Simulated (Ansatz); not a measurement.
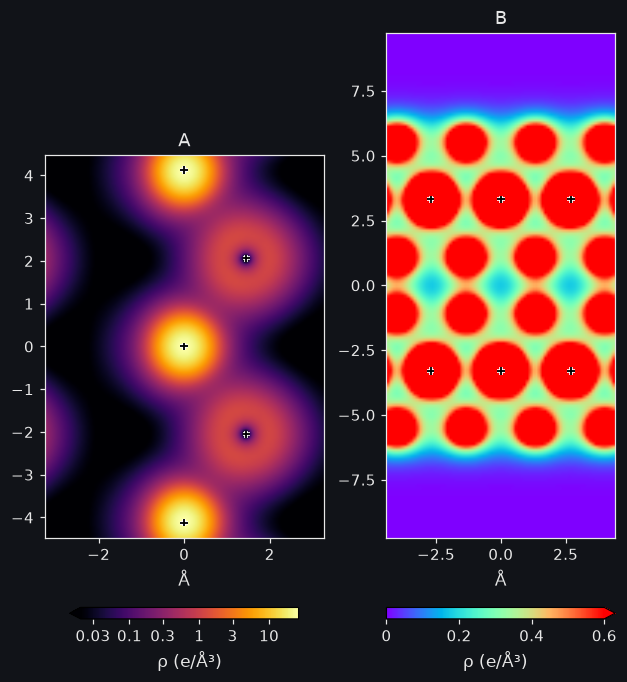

The valence electron density of 2 systems, each on a plane through atoms (crosses mark nuclei in the plane).

Method: Ansatz 0.2.0, DFT PBEsol, scalar-relativistic, plane waves, PAW.

System 1: Ir (slab), the (100) plane of the calculation cell, a cut from vacuum to vacuum. Not relaxed (largest force 0.5 eV/Å); computed without spin polarisation.

```
Ir
1.0
     2.70840    0.00000    0.00000
    -1.35420    2.34554    0.00000
     0.00000    0.00000   26.05700
Ir
6
Direct
  0.66667 0.33333 0.28783
  0.33333 0.66667 0.37270
  0.00000 0.00000 0.45757
  0.66667 0.33333 0.54243
  0.33333 0.66667 0.62730
  0.00000 0.00000 0.71217
```

System 2: CdS, the (110) plane of the conventional cell. Space group F-43m.

### Which map belongs to which system?

Panel A is system 2, CdS: the plane holds Cd and S. Cd–S (2.52 Å): the density is about 0.43 e/Å³ at the midpoint. Panel B is system 1, Ir: the plane holds Ir. Ir–Ir (2.71 Å): the density is about 0.45 e/Å³ at the midpoint.
